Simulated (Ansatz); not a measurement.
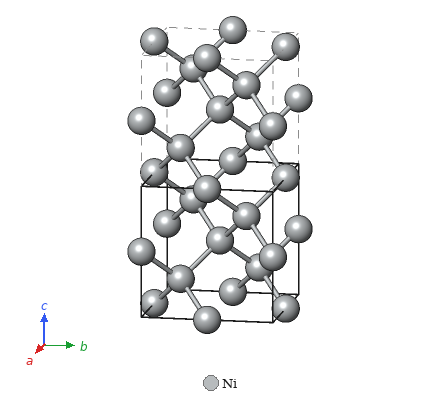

Ni (Fd-3m, No. 227): coordinates from a relaxation with Ansatz, DFT, revPBE, plane waves (420 eV) with PAW, scalar-relativistic; the starting structure was generated, so it need not be a known form of this composition.

```
CELL_PARAMETERS angstrom
5.14581 0.00000 0.00000
0.00000 5.14581 0.00000
0.00000 0.00000 5.14581
ATOMIC_POSITIONS crystal
Ni 0.75000 0.75000 0.75000
Ni 0.00000 0.50000 0.00000
Ni 0.75000 0.25000 0.25000
Ni 0.00000 0.00000 0.50000
Ni 0.25000 0.75000 0.25000
Ni 0.50000 0.50000 0.50000
Ni 0.25000 0.25000 0.75000
Ni 0.50000 0.00000 0.00000
```

**What will a HAADF-like image along [111] show? Simulation: incoherent imaging, intensity Z^1.8 per atom, probe width 1.30 Å, thin sample. The display is stretched by a gamma of 0.65; percentages refer to the linear signal. Shot noise was added.**

The columns repeat on a hexagonal net with a repeat of 2.10 Å (plane group p6mm). All columns are alike (Ni). The shortest distance between visible columns is 2.10 Å in projection. Along the beam the structure repeats every 8.91 Å.

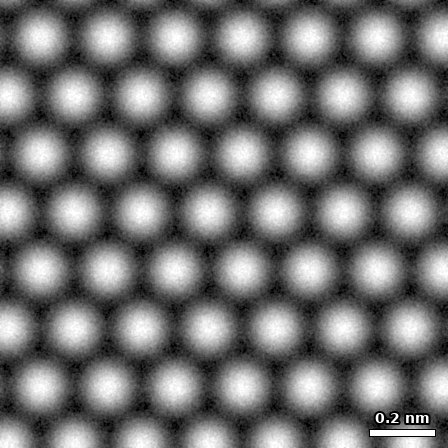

The simulated image.
